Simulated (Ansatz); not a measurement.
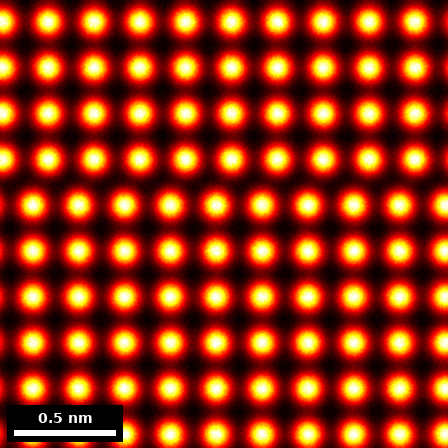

HAADF-like image of Pt (Im-3m, No. 229) along [001]. Simulation: incoherent imaging, intensity Z^1.7 per atom, probe width 1.17 Å, thin sample. The probe carries 15 % of its weight in a tail 2.5 times as wide. Shot noise was added.

One planar defect was built into the perfect crystal by geometry alone, without relaxation. Host structure: the geometry relaxed with DFT, RPBE, plane waves (420 eV) with PAW, scalar-relativistic (Ansatz 0.2.0); the starting structure was generated, so it need not be a known form of this composition.

Find the planar defect and say what kind it is.

Answer. A planar fault (a stacking fault) runs horizontally about 9 Å below the top edge. The part above it is shifted along the boundary by 1/3 of the 2.25 Å repeat of the rows (0.8 Å to the right, the same as 1.5 Å to the left); both parts keep the same orientation.
